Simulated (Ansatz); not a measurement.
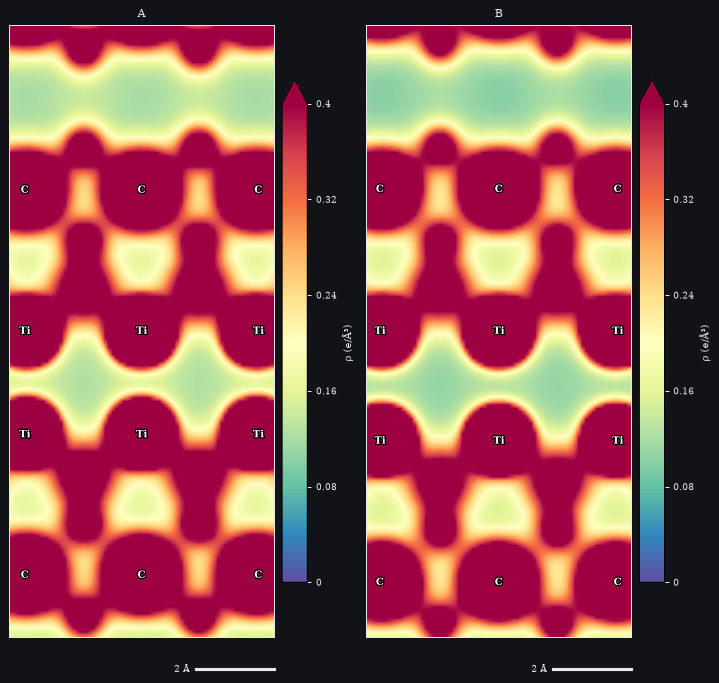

Ti3C2. The valence electron density of two cells that differ in size and shape, on the (010) plane of each (indices in the axes of the calculation cell), at one length scale and on one colour scale; one has 11.3 and the other 12.0 Å³ an atom.

Theory: Ansatz, DFT PBEsol, scalar-relativistic, plane waves, PAW.

In a PAW calculation such maps are meaningful between the atoms, not at the nuclei.

The larger cell:

```
Ti C
1.0
     3.04209    0.00000    0.00000
    -1.52104    2.63453    0.00000
     0.00000    0.00000   14.98465
Ti C
6 4
Direct
  0.33333 0.66667 0.84379
  0.66667 0.33333 0.34379
  0.66667 0.33333 0.15621
  0.33333 0.66667 0.65621
  0.00000 0.00000 0.00000
  0.00000 0.00000 0.50000
  0.66667 0.33333 0.91438
  0.33333 0.66667 0.41438
  0.66667 0.33333 0.58562
  0.33333 0.66667 0.08562
```

The smaller cell: a = 2.989 Å, b = 2.989 Å, c = 14.631 Å, α = 90.00°, β = 90.00°, γ = 120.00°.

> Which is the denser cell? Describe the effect of the change.

Panel A is the smaller cell, by 6 % in volume. From the larger cell to the smaller, Ti–Ti goes from 2.81 to 2.65 Å, and the density at its midpoint from 0.13 to 0.16 e/Å³; the pressure goes from 0.0 to 10 GPa.
